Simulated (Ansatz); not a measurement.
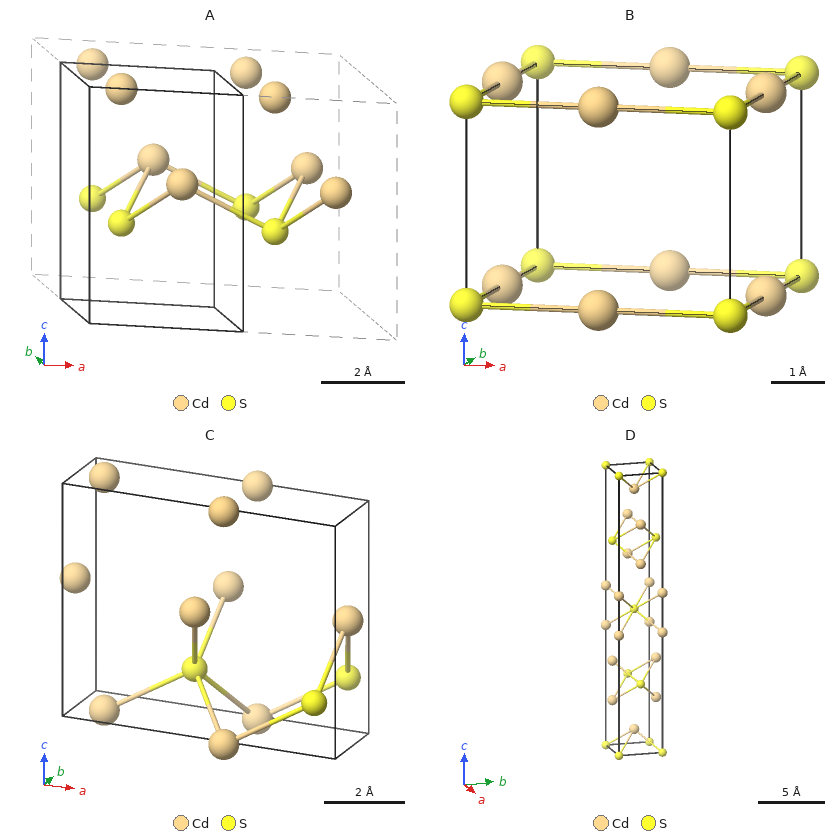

Four structures of Cd₂S, each relaxed to rest (conventional cells in solid outline, small ones repeated, each panel with its own scale). Method: DFT PBE, scalar-relativistic, plane waves, PAW (Ansatz 0.2.0), without spin polarisation.

### Give the type and space group of each panel.

A: 3 atoms a cell on a primitive hexagonal lattice, P3m1; B: 3 atoms a cell on a primitive tetragonal lattice, P4/mmm; C: 6 atoms a cell on a base-centred monoclinic lattice, Cm; D: 12 atoms a cell on a body-centred tetragonal lattice, I4_1/amd.

### Rank them by energy, lowest first.

C, then A (+72 meV/atom), D (+199 meV/atom) and B (+514 meV/atom), energies at zero smearing.

### Collect the results in a table.

| panel | structure | E − E(lowest) (meV/atom) | volume (Å³/atom) | gap (eV) |
| --- | --- | --- | --- | --- |
| C | Cm | 0 | 26.9 | 0.26 |
| A | P3m1 | 72 | 26.3 | 0.12 |
| D | I4_1/amd | 199 | 22.3 | metal |
| B | P4/mmm | 514 | 35.3 | metal |

Some of these may be structure types tried for this composition rather than known phases, and the most stable form need not be among them. Gaps are taken on the k-mesh or band path of each run.
